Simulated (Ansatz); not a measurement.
# Geometry relaxation, with input and output: MoSi$_{2}$ (part 1 of 2)

System: MoSi$_{2}$ (3 atoms in the cell).
Method: DFT, PBE, PAW with Ansatz's default frozen-core files, scalar-relativistic, no spin polarisation (Ansatz 0.2.0).

The structure was built on a prototype by a generator; it need not be a known phase. Its volume is 0.70 times that of the source entry. It belongs to a series of runs on one base structure; here: MoSi2 relaxed under pressure, PAW files. Figures and captions count atoms from 1; the log counts them from 0 in places.

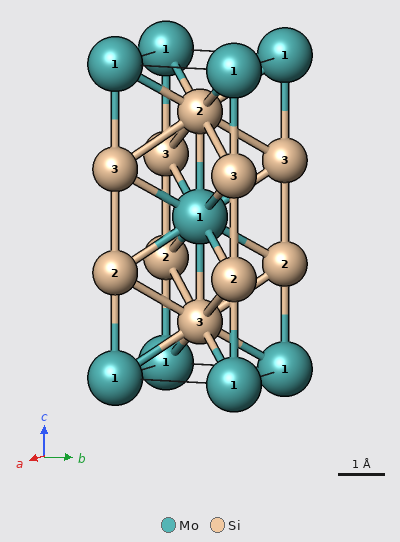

**Figure 1.** The starting structure (ball-and-stick view of the cell 2 times as large as that of the calculation, set on its symmetry axes, seen slightly off an axis; atoms are numbered from 1 in the order of the input). An atom can appear more than once, as a periodic image. Near neighbours in the periodic cell (some may lie outside the picture): Mo has 10 Si at 2.33 to 2.34 Å; Si has 5 Mo at 2.33 to 2.34 Å and 5 Si at 2.31 to 2.34 Å.

### Input file
```yaml
crystal:
  lattice:
    - [-1.4275680091, 1.4275680091, 3.4975416222]
    - [1.4275680091, -1.4275680091, 3.4975416222]
    - [1.4275680091, 1.4275680091, -3.4975416222]
  atoms:
    - { symbol: Mo, position: [0.0, 0.0, 0.0] }
    - { symbol: Si, position: [0.335, 0.335, 0.0] }
    - { symbol: Si, position: [-0.335, -0.335, 0.0] }
kpoints:
  mp_grid: { grid: [16, 16, 16] }
scf:
  occupations: { method: fermi_dirac, width: 0.08 }
hamiltonian:
  xc: pbe
  pseudopotentials: { kind: paw }
output:
  forces: true
  stress: true
  eigenvalues: true
  write_density: true
  write_potential: true
  elf: true
  volumetric_format: npy
relax:
  f_tol: 0.005
  max_steps: 40
  cell: { p_target: 160.0, stress_tol: 0.08 }
```

Launch command:
```bash
ansatz run input.yaml --threads 2 --pin off --max-ram 5120MiB --backend cpu --events-out ev --progress --plain --runs-dir out
```

### Output
```
Engine: ansatz 0.2.0, x86_64-unknown-linux-gnu
Pseudopotentials: kind: paw
Pseudopotential: Mo, paw, valence charge 14, recommended cutoff 420 eV (normal), Mo.paw.azcp
Pseudopotential: Si, paw, valence charge 4, recommended cutoff 420 eV (normal), Si.paw.azcp
Functional definition: PBE
  parameter kappa = 0.804
  parameter beta = 0.06672455060314922
  exchange = pbe_x(kappa = kappa, mu = beta*pi^2/3)
  correlation = pbe_c(beta = beta)
Crystal: 3 atoms, lattice volume = 28.511 Å³
Basis set: ecut = 420 eV, 575 PW (Γ), exchange–correlation on 54×54×54 points (8 copies of the dense FFT grid, shifted against one another)
Bands: 15, of which v1, the nominal top of the filled ones, is band 11 counted from 1 (10 counted from 0)
Symmetry: 16 space group operations
Space group: I4/mmm (ITA 139), of the structure as read, at distance tolerance 3.1e-5 Å
k-points: 349 of 4096
Non-local potential: Mo, projectors of the file, l = 0: 3, l = 1: 2, l = 2: 2, l = 3: 1
Non-local potential: Si, projectors of the file, l = 0: 2, l = 1: 2, l = 2: 2
PAW form: soft (Blöchl's): semilocal exchange-correlation on the pseudo side does not see the compensation charge
PAW one-centre angular grid: Mo, 590 points (default); XC on 64 Gauss nodes
PAW one-centre angular grid: Si, 110 points (default); XC on 64 Gauss nodes
Initial density: superposition of atomic densities (neutral atoms: chi_scale 0, normalization atom), corrected by the library's trained network
Initial wavefunctions: pseudopotential atomic-orbital guess
Functional: x = pbe(κ = 0.804, μ = 0.2195149727645171), c = pbe(β = 0.06672455060314922)
SCF iter   1: F=—  HF=-6224.696611 eV  |F-HF|=—  |Δ(HF+E_count)|=         —  Δρ=1.03e-2  dr2=2.43e-2  ethr=1.77e-3  ⟨swp⟩=5.3  Hψ=30564  notcnv=0
preconditioner: auto → Kerker (q_TF=auto, 2.613 Å⁻¹)  [metal: Δε(μ)=0.015 eV  Ē_g=10.190 eV  σ=0.080 eV  W_gap=0.05  n_scr=10 (ndim 8)  ℏωp=26.0 eV  f_vac=0.000  D(μ)=0.22/eV (n_scr^D=0)]
SCF iter   2: F=—  HF=-6224.690311 eV  |F-HF|=—  |Δ(HF+E_count)|=   6.30e-3  Δρ=5.95e-3  dr2=8.03e-3  ethr=1.10e-4  ⟨swp⟩=1.0  Hψ=8027  notcnv=0
SCF iter   3: F=—  HF=-6224.687812 eV  |F-HF|=—  |Δ(HF+E_count)|=   2.50e-3  Δρ=4.76e-4  dr2=6.17e-5  ethr=3.65e-5  ⟨swp⟩=2.6  Hψ=7717  notcnv=0
SCF iter   4: F=—  HF=-6224.687799 eV  |F-HF|=—  |Δ(HF+E_count)|=   1.24e-5  Δρ=1.24e-4  dr2=2.64e-6  ethr=2.80e-7  ⟨swp⟩=2.7  Hψ=9073  notcnv=0
iter 5 did not close the SCF: its close was put off for the readings that it lacked (scf_convergence_deferred on its scf_iter line)
SCF iter   5: F=-6224.687799 eV  HF=-6224.687799 eV  |F-HF|=3.67e-9  |Δ(HF+E_count)|=   3.52e-7  Δρ=1.34e-5  dr2=2.90e-8  ethr=1.20e-8  ⟨swp⟩=2.6  Hψ=7628  notcnv=0
SCF iter   6: F=-6224.687799 eV  HF=-6224.687799 eV  |F-HF|=8.60e-10  |Δ(HF+E_count)|=   2.93e-9  Δρ=2.72e-6  dr2=1.63e-9  ethr=1.32e-10  ⟨swp⟩=5.3  Hψ=29224  notcnv=0
SCF 1 converged in 6 iterations: F = -6224.687799 eV  dr2 = 1.63e-9
  greatest PAW one-centre occupation: 0.999 electrons in one spin orbital (limit 2), on the Mo atom at site 0 (counted from 0), in its partial waves of l = 0
relax step   1: F+E_penalty+E_count = -6224.68779881 eV  Δ(F+E_penalty+E_count) = +0.000e0 eV  max|allowed force component| = 1.130e0 eV/Å  Δτ_max = 0.0000 Å  P = +158.635 GPa  Ω = 28.511 Å³  (6 SCF iters, dr2 threshold 1.00e-7 eV, accepted)
Crystal: 3 atoms, lattice volume = 28.342 Å³
Basis set: ecut = 420 eV, 559 PW (Γ), exchange–correlation on 54×54×54 points (8 copies of the dense FFT grid, shifted against one another)
Initial density: handed on by an earlier stage of this run
Initial wavefunctions: those handed on with the density
iter 1 solved again at ethr=7.98e-6 eV; its pass at ethr=3.10e-3 eV (dr2=1.76e-3 eV) is discarded
SCF iter   1: F=—  HF=-6224.579590 eV  |F-HF|=—  |Δ(HF+E_count)|=         —  Δρ=3.02e-3  dr2=1.63e-3  ethr=7.98e-6  ⟨swp⟩=1.1  Hψ=33338  notcnv=0
preconditioner: auto → Kerker (q_TF=auto, 2.616 Å⁻¹)  [metal: Δε(μ)=0.060 eV  Ē_g=10.222 eV  σ=0.080 eV  W_gap=0.18  n_scr=10 (ndim 8)  ℏωp=26.1 eV  f_vac=0.000  D(μ)=0.22/eV (n_scr^D=0)]
SCF iter   2: F=—  HF=-6224.579165 eV  |F-HF|=—  |Δ(HF+E_count)|=   4.25e-4  Δρ=1.72e-3  dr2=5.78e-4  ethr=7.42e-6  ⟨swp⟩=1.0  Hψ=5235  notcnv=0
SCF iter   3: F=—  HF=-6224.578933 eV  |F-HF|=—  |Δ(HF+E_count)|=   2.32e-4  Δρ=1.57e-4  dr2=5.57e-6  ethr=2.63e-6  ⟨swp⟩=2.8  Hψ=8678  notcnv=0
SCF iter   4: F=—  HF=-6224.578917 eV  |F-HF|=—  |Δ(HF+E_count)|=   1.53e-5  Δρ=2.68e-5  dr2=1.74e-7  ethr=1.36e-9  ⟨swp⟩=7.0  Hψ=35653  notcnv=0
SCF iter   5: F=-6224.578917 eV  HF=-6224.578917 eV  |F-HF|=2.28e-9  |Δ(HF+E_count)|=   4.00e-8  Δρ=5.55e-6  dr2=5.78e-9  ethr=7.93e-10  ⟨swp⟩=5.9  Hψ=30991  notcnv=0
SCF 2 converged in 5 iterations: F = -6224.578917 eV  dr2 = 5.78e-9
relax step   2: F+E_penalty+E_count = -6224.57891736 eV  Δ(F+E_penalty+E_count) = +1.089e-1 eV  max|allowed force component| = 6.398e-1 eV/Å  Δτ_max = 0.0133 Å  P = +161.386 GPa  Ω = 28.342 Å³  energy of the carried Pulay correction = +8.634e-5 eV  (5 SCF iters, dr2 threshold 3.00e-7 eV, accepted)
Crystal: 3 atoms, lattice volume = 28.364 Å³
iter 1 solved again at ethr=8.25e-6 eV; its pass at ethr=3.10e-3 eV (dr2=1.82e-3 eV) is discarded
SCF iter   1: F=—  HF=-6224.612112 eV  |F-HF|=—  |Δ(HF+E_count)|=         —  Δρ=1.97e-3  dr2=1.74e-3  ethr=8.25e-6  ⟨swp⟩=2.1  Hψ=32175  notcnv=0
preconditioner: auto → Kerker (q_TF=auto, 2.615 Å⁻¹)  [metal: Δε(μ)=0.102 eV  Ē_g=10.205 eV  σ=0.080 eV  W_gap=0.31  n_scr=10 (ndim 8)  ℏωp=26.1 eV  f_vac=0.000  D(μ)=0.21/eV (n_scr^D=0)]
SCF iter   2: F=—  HF=-6224.611758 eV  |F-HF|=—  |Δ(HF+E_count)|=   3.54e-4  Δρ=1.06e-3  dr2=4.73e-4  ethr=7.91e-6  ⟨swp⟩=1.0  Hψ=5255  notcnv=0
SCF iter   3: F=—  HF=-6224.611593 eV  |F-HF|=—  |Δ(HF+E_count)|=   1.65e-4  Δρ=2.42e-4  dr2=3.14e-5  ethr=2.15e-6  ⟨swp⟩=2.5  Hψ=7244  notcnv=0
SCF iter   4: F=—  HF=-6224.611568 eV  |F-HF|=—  |Δ(HF+E_count)|=   2.50e-5  Δρ=4.01e-5  dr2=2.52e-7  ethr=1.36e-9  ⟨swp⟩=8.2  Hψ=40853  notcnv=0
SCF iter   5: F=-6224.611568 eV  HF=-6224.611568 eV  |F-HF|=8.26e-10  |Δ(HF+E_count)|=   5.43e-8  Δρ=4.88e-6  dr2=3.77e-9  ethr=1.15e-9  ⟨swp⟩=6.0  Hψ=30838  notcnv=0
SCF 3 converged in 5 iterations: F = -6224.611568 eV  dr2 = 3.77e-9
relax step   3: F+E_penalty+E_count = -6224.61156823 eV  Δ(F+E_penalty+E_count) = -3.265e-2 eV  max|allowed force component| = 1.358e-1 eV/Å  Δτ_max = 0.0118 Å  P = +159.997 GPa  Ω = 28.364 Å³  energy of the carried Pulay correction = +7.533e-5 eV  (5 SCF iters, dr2 threshold 3.00e-7 eV, accepted)
Crystal: 3 atoms, lattice volume = 28.357 Å³
iter 1 solved again at ethr=7.80e-7 eV; its pass at ethr=3.10e-3 eV (dr2=1.72e-4 eV) is discarded
SCF iter   1: F=—  HF=-6224.605543 eV  |F-HF|=—  |Δ(HF+E_count)|=         —  Δρ=5.32e-4  dr2=1.78e-4  ethr=7.80e-7  ⟨swp⟩=1.6  Hψ=27763  notcnv=0
preconditioner: auto → Kerker (q_TF=auto, 2.615 Å⁻¹)  [metal: Δε(μ)=0.105 eV  Ē_g=10.204 eV  σ=0.080 eV  W_gap=0.31  n_scr=10 (ndim 8)  ℏωp=26.1 eV  f_vac=0.000  D(μ)=0.21/eV (n_scr^D=0)]
SCF iter   2: F=—  HF=-6224.605493 eV  |F-HF|=—  |Δ(HF+E_count)|=   4.98e-5  Δρ=2.77e-4  dr2=4.76e-5  ethr=7.80e-7  ⟨swp⟩=1.0  Hψ=5265  notcnv=0
SCF iter   3: F=—  HF=-6224.605479 eV  |F-HF|=—  |Δ(HF+E_count)|=   1.49e-5  Δρ=5.71e-5  dr2=2.00e-6  ethr=2.16e-7  ⟨swp⟩=2.4  Hψ=7402  notcnv=0
SCF iter   4: F=-6224.605478 eV  HF=-6224.605478 eV  |F-HF|=2.80e-9  |Δ(HF+E_count)|=   6.90e-7  Δρ=9.28e-6  dr2=1.24e-8  ethr=1.36e-9  ⟨swp⟩=9.1  Hψ=37064  notcnv=0
SCF 4 converged in 4 iterations: F = -6224.605478 eV  dr2 = 1.24e-8
relax step   4: F+E_penalty+E_count = -6224.60547792 eV  Δ(F+E_penalty+E_count) = +6.090e-3 eV  max|allowed force component| = 9.783e-3 eV/Å  Δτ_max = 0.0027 Å  P = +160.117 GPa  Ω = 28.357 Å³  energy of the carried Pulay correction = +7.865e-5 eV  (4 SCF iters, dr2 threshold 3.00e-7 eV, accepted)
Crystal: 3 atoms, lattice volume = 28.362 Å³
iter 1 solved again at ethr=6.45e-9 eV; its pass at ethr=3.10e-3 eV (dr2=1.42e-6 eV) is discarded
SCF iter   1: F=—  HF=-6224.609987 eV  |F-HF|=—  |Δ(HF+E_count)|=         —  Δρ=5.38e-5  dr2=1.70e-6  ethr=6.45e-9  ⟨swp⟩=2.0  Hψ=31246  notcnv=0
preconditioner: auto → Kerker (q_TF=auto, 2.615 Å⁻¹)  [metal: Δε(μ)=0.103 eV  Ē_g=10.203 eV  σ=0.080 eV  W_gap=0.31  n_scr=10 (ndim 8)  ℏωp=26.1 eV  f_vac=0.000  D(μ)=0.21/eV (n_scr^D=0)]
SCF iter   2: F=—  HF=-6224.609973 eV  |F-HF|=—  |Δ(HF+E_count)|=   1.39e-5  Δρ=2.76e-5  dr2=4.47e-7  ethr=6.45e-9  ⟨swp⟩=1.9  Hψ=6906  notcnv=0
SCF iter   3: F=-6224.609973 eV  HF=-6224.609973 eV  |F-HF|=1.92e-8  |Δ(HF+E_count)|=   1.49e-7  Δρ=6.21e-6  dr2=2.37e-8  ethr=4.11e-10  ⟨swp⟩=6.0  Hψ=30897  notcnv=0
SCF 5 converged in 3 iterations: F = -6224.609973 eV  dr2 = 2.37e-8
relax step   5: F+E_penalty+E_count = -6224.60997332 eV  Δ(F+E_penalty+E_count) = -4.495e-3 eV  max|allowed force component| = 1.917e-4 eV/Å  Δτ_max = 0.0002 Å  P = +160.004 GPa  Ω = 28.362 Å³  energy of the carried Pulay correction = +7.636e-5 eV  (3 SCF iters, dr2 threshold 9.04e-8 eV, accepted)
Basis set: ecut = 420 eV, 559 PW (Γ), exchange–correlation on 60×60×60 points (8 copies of the dense FFT grid, shifted against one another)
Initial wavefunctions: pseudopotential atomic-orbital guess (no wavefunctions were taken with the density)
iter 1 solved again at ethr=6.10e-8 eV; its pass at ethr=3.10e-3 eV (dr2=1.34e-5 eV) is discarded
SCF iter   1: F=—  HF=-6224.609946 eV  |F-HF|=—  |Δ(HF+E_count)|=         —  Δρ=7.07e-5  dr2=1.40e-7  ethr=6.10e-8  ⟨swp⟩=3.1  Hψ=44655  notcnv=0
preconditioner: auto → Kerker (q_TF=auto, 2.615 Å⁻¹)  [metal: Δε(μ)=0.102 eV  Ē_g=10.203 eV  σ=0.080 eV  W_gap=0.31  n_scr=10 (ndim 8)  ℏωp=26.1 eV  f_vac=0.000  D(μ)=0.21/eV (n_scr^D=0)]
SCF iter   2: F=—  HF=-6224.609945 eV  |F-HF|=—  |Δ(HF+E_count)|=   1.25e-6  Δρ=3.64e-5  dr2=3.92e-8  ethr=6.36e-10  ⟨swp⟩=2.1  Hψ=6930  notcnv=0
SCF iter   3: F=—  HF=-6224.609945 eV  |F-HF|=—  |Δ(HF+E_count)|=   1.89e-7  Δρ=1.55e-6  dr2=4.13e-10  ethr=1.78e-10  ⟨swp⟩=2.6  Hψ=8996  notcnv=0
SCF iter   4: F=-6224.609945 eV  HF=-6224.609945 eV  |F-HF|=3.82e-11  |Δ(HF+E_count)|=  2.55e-11  Δρ=3.25e-7  dr2=4.78e-11  ethr=1.00e-12  ⟨swp⟩=6.5  Hψ=26238  notcnv=0
SCF 6 converged in 4 iterations: F = -6224.609945 eV  dr2 = 4.78e-11
relax step   6: F+E_penalty+E_count = -6224.60994495 eV  Δ(F+E_penalty+E_count) = +2.837e-5 eV  max|allowed force component| = 5.483e-5 eV/Å  Δτ_max = 0.0000 Å  P = +160.004 GPa  Ω = 28.362 Å³  stress off target by 1.57e-2 GPa  SCF on the basis re-selected at this cell (its energy is not comparable with the rows above)  (4 SCF iters)
```

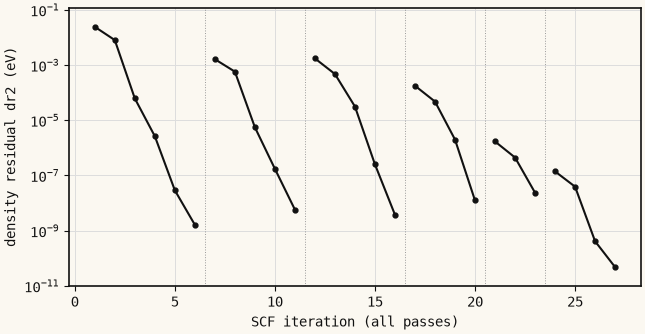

**Figure 2.** Convergence of the self-consistent field: density residual dr2 against the SCF iteration. The dotted lines part the SCF passes of the relaxation: geometry steps, rejected trials and re-solves on a re-selected basis. The 6 passes take 3 to 6 iterations each, 27 in all.

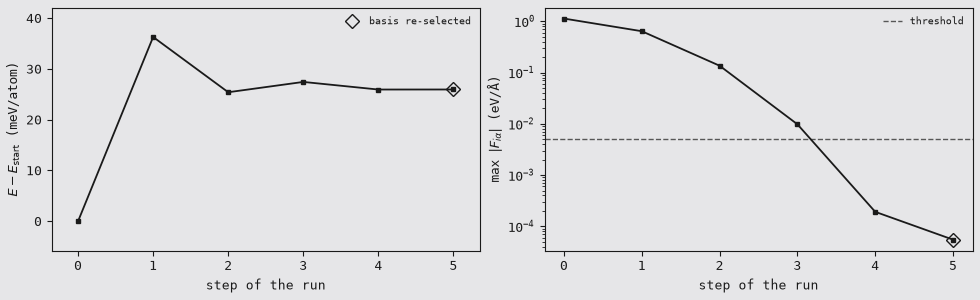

**Figure 3.** Progress of the relaxation, step by step (the first geometry is step 0 here and step 1 in the log).

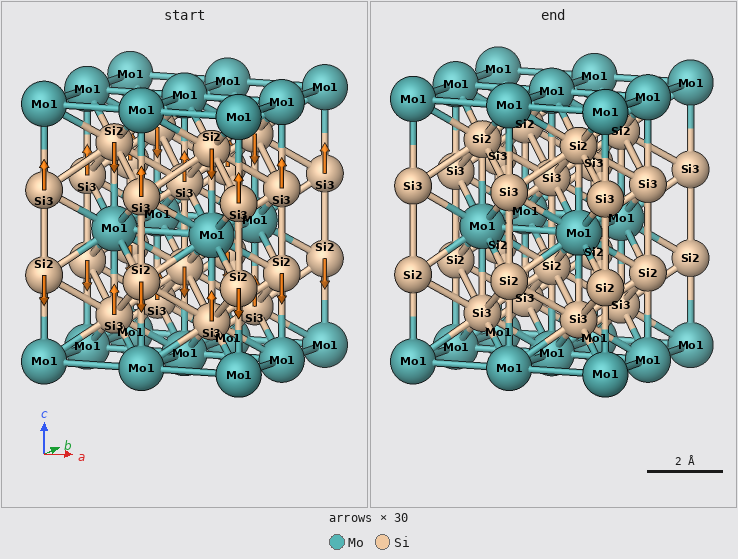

**Figure 4.** Before (left) and after (right) the relaxation, at one scale (ball-and-stick view of the cell 2 times as large as that of the calculation, set on its symmetry axes, repeated 2 × 2 × 1, seen slightly off an axis). The orange arrows give the displacements (without the part carried along by the change of the cell), magnified 30 times. The largest moves relative to the cell, 0.029 Å, are those of Si2 and Si3. Mo stays in place. Cell: a = b 2.855 → 2.821 Å (−1.2 %), c 6.995 → 7.127 Å (+1.9 %). Volume −0.5 %. Among the contacts that change: Si2–Si3 2.308 → 2.409 Å, Mo1–Mo1 2.855 → 2.821 Å, Mo1–Si2 2.343 → 2.359 Å. The space group stays I4/mmm (No. 139). Over 4 geometry steps the energy rises by 25.9 meV per atom. Largest force component: 1.1 eV/Å at the start, under 0.0001 eV/Å at the end. Pressure: 158.63 GPa at the start and 160.00 GPa at the end. A last SCF at the same geometry on a re-selected plane-wave basis shifts the energy by +0.0 meV per atom. (Atoms are counted from 1 in the order of the input.)
